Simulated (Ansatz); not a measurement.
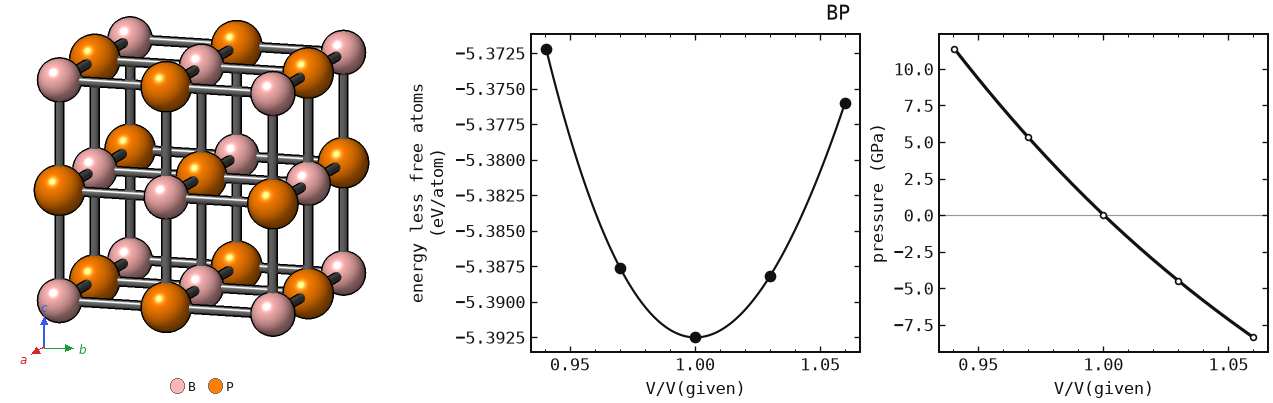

**Figure.** Energy less free atoms and pressure against V/V(given) for BP, space group Fm-3m (No. 225) (cell built by us, not taken from a database). The conventional cell is drawn beside the plot.

V(given) is 10.07 Å³/atom.

A third-order Birch–Murnaghan fit gives V0 = 10.08 Å³/atom, B0 = 163 GPa and B′ = 4.3. The energy less free atoms is −5.3722 eV/atom at V/V(given) 0.941 and −5.3760 eV/atom at 1.060; the lowest computed point is at V/V(given) 1.000 (−5.3925 eV/atom), and no other minimum shows among the points. The pressure falls from 11.4 GPa at V/V(given) 0.941 to −8.4 GPa at 1.060, and changes sign near 1.000.

How it was computed, with Ansatz 0.2.0: periodic Kohn-Sham DFT of a crystal at fixed atoms, scaled to the stated factor times the given cell; pressure positive in compression, energy less spherical unpolarised free atoms. Level: PBE.

```json
{"setting": "method", "value": "all-electron LAPW"}
{"setting": "relativity", "value": "scalar"}
{"setting": "k mesh", "value": "16×16×16"}
{"setting": "occupations", "value": "Fermi–Dirac"}
{"setting": "smearing width", "value": "0.05 eV"}
{"setting": "basis error target", "value": "0.5 (meV/atom)"}
{"setting": "nucleus", "value": "Gaussian"}
```

Cell as given: a = 3.054 Å, b = 3.054 Å, c = 3.054 Å, α = 60.00°, β = 60.00°, γ = 60.00°; 2 atoms.
